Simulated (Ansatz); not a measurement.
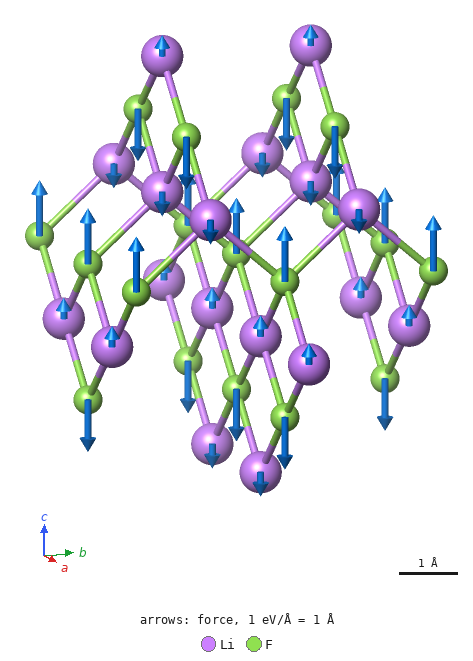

Starting geometry of a crystal of LiF (a generated structure, set up in Imm2) (coarse preliminary run) with the computed forces as blue arrows. The picture is a ball-and-stick view of the atoms within 4.2 Å of the atom that moves most (axes of the conventional cell (2 times the calculation's cell)), seen slightly off an axis. Lengths and directions refer to the drawn axes.

Method: Ansatz, DFT PBE, scalar-relativistic, plane waves, PAW. Settings: plane-wave cutoff 420 eV; k-point mesh 10 × 10 × 10; occupations gaussian; smearing width 0.1 eV; no spin polarisation; cell and atoms relaxed; force threshold 0.04 eV/Å; at most 70 steps.

### Is this structure relaxed? If not, where do the atoms go?

It isn't relaxed: the largest force vector, on an F atom, is 0.98 eV/Å. The atoms end up moving mostly along the starting forces (cosine between the two patterns 0.99). After 7 accepted moves (10 points after the start) the energy has fallen by 0.598 eV per cell of the calculation. Largest force component: 0.98 eV/Å at the start, 0.0023 eV/Å at the end. Pressure: 21.88 GPa at the start and 0.07 GPa at the end. At 3 points the geometry stayed and the basis and grid were re-selected for the new cell (energy shift of 0.101 eV per cell of the calculation at most each time). An F atom moves most relative to the cell: 0.076 Å along +c. By element the largest moves are F 0.076 Å, Li 0.044 Å. Cell: a 2.532 → 2.784 Å (+10.0 %), b 2.719 → 3.120 Å (+14.8 %), c 9.580 → 10.026 Å (+4.7 %). Volume +32.1 %. Some distances before and after: Li–Li 2.532 → 2.784 Å, F–Li 1.733 → 1.932 Å, Li–Li 2.399 → 2.590 Å, F–Li 1.755 → 1.913 Å. Bond angles that change, for instance: Li–F–Li 98.3° → 109.1°, F–Li–F 98.3° → 109.1°, F–Li–F 116.9° → 112.8°. The space group stays Imm2 (No. 44). The run took 120 s on 1 thread of Arm Neoverse V1, with other jobs on the host, peak memory 0.4 GiB.
